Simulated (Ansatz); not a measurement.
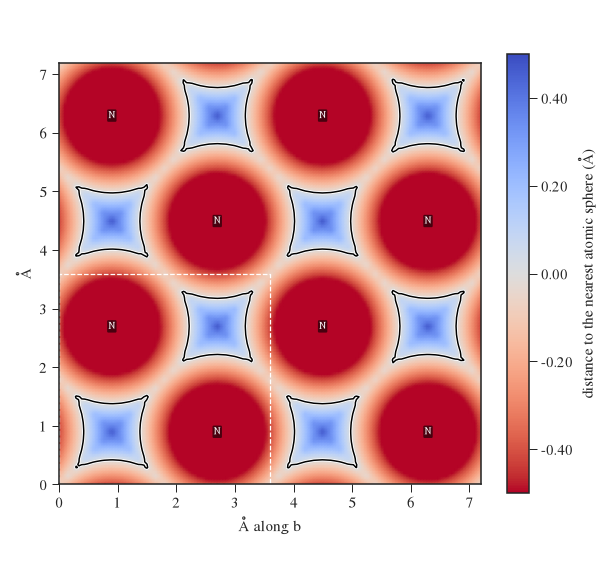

Map of the distance to the nearest atomic sphere in BN (F-43m), computed on the section x = 0.250 (parallel to b and c; the dashed line is one cell). The black line marks the spheres' surfaces; positive values are empty space; unlabelled circles belong to atoms above or below the section.

Hard-sphere model; Shannon crystal radii (six-coordinate where tabulated): B 0.41 Å, N 1.32 Å.

Source of the atomic positions: coordinates from a relaxation with Ansatz 0.2.0, DFT, HSE06, plane waves, PAW.

```yaml
crystal:
  lattice:
    - [3.59622, 0.00000, 0.00000]
    - [0.00000, 3.59622, 0.00000]
    - [0.00000, 0.00000, 3.59622]
  atoms:
    - { symbol: B, position: [0.00000, 0.00000, 0.00000] }
    - { symbol: N, position: [0.25000, 0.25000, 0.75000] }
    - { symbol: B, position: [0.00000, 0.50000, 0.50000] }
    - { symbol: N, position: [0.25000, 0.75000, 0.25000] }
    - { symbol: B, position: [0.50000, 0.00000, 0.50000] }
    - { symbol: N, position: [0.75000, 0.25000, 0.25000] }
    - { symbol: B, position: [0.50000, 0.50000, 0.00000] }
    - { symbol: N, position: [0.75000, 0.75000, 0.75000] }
```

Question: Where is the largest hole in this section, and how large is it?

Answer: At 0.250, 0.750, 0.750 (fractional), where the distance reaches 0.48 Å; it is enclosed by 6 N in an octahedral arrangement. It is the largest hole of the crystal.

Question: How much of the crystal lies outside the spheres?

Answer: About 17 % of the cell's volume, and 16 % of this section's area.

Question: What can pass through?

Answer: The largest sphere that fits anywhere has a diameter of 0.96 Å; the largest that can travel through the crystal, about 0.3 Å.
